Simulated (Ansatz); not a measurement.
Structure data:

```cif
data_structure
_symmetry_space_group_name_H-M 'P 1'
_symmetry_Int_Tables_number 1
_cell_length_a 3.6852
_cell_length_b 3.6852
_cell_length_c 3.6852
_cell_angle_alpha 90.000
_cell_angle_beta 90.000
_cell_angle_gamma 90.000
_cell_volume 50.05
loop_
_atom_site_label
_atom_site_type_symbol
_atom_site_fract_x
_atom_site_fract_y
_atom_site_fract_z
_atom_site_occupancy
Al1 Al 0.00000 0.00000 0.00000 1
Cu1 Cu 0.50000 0.50000 0.00000 1
Cu2 Cu 0.50000 0.00000 0.50000 1
Cu3 Cu 0.00000 0.50000 0.50000 1
```

What crystal do these data define?

Answer. The solid is AlCu₃. The space group is Pm-3m (No. 221); the lattice is primitive cubic. Prototype: Cu₃Au (L1₂) type. One cell contains 1 Al, 3 Cu, 4 atoms in all. The Al atoms are each bonded to twelve Cu in a cuboctahedral arrangement at 2.61 Å. Cu bonds to eight Cu and four Al in a cuboctahedral arrangement (2.61 Å to Cu, 2.61 Å to Al). The bonds build a three-dimensional framework.

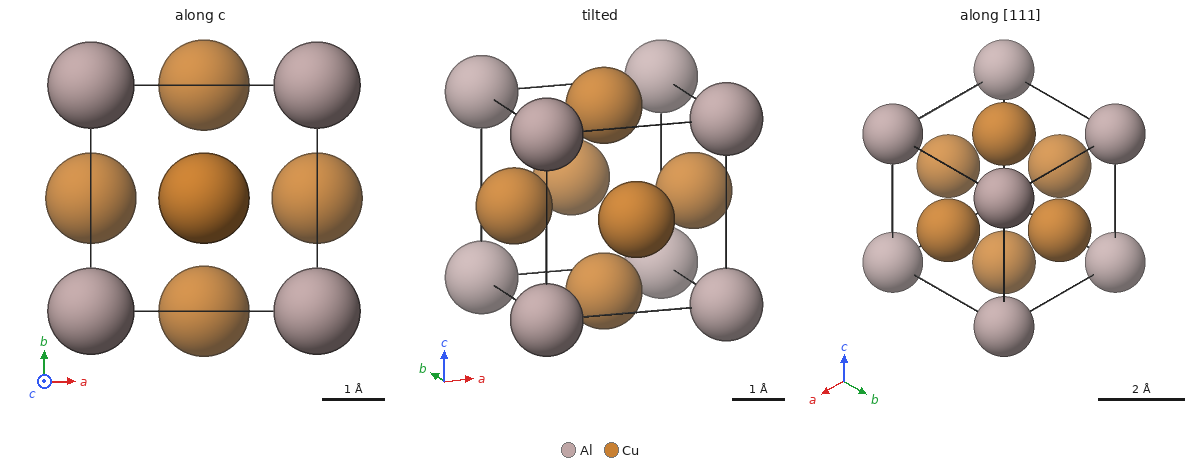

Shown here is a spheres-only view of the crystal, taken along the c axis, slightly off an axis and along [111]. Atoms at the boundary of the conventional unit cell (the box) are drawn once for each face, edge or corner they touch. Colours: aluminium light grey, copper orange.

The model was built from a structure listed in the Materials Project. The cell was then strained or its atoms displaced on purpose. A calculation with Ansatz used it as input.

At this level of theory the cell isn't at rest (stretched, at -6 GPa), so its distances can differ from those at equilibrium, the more so the softer the solid.
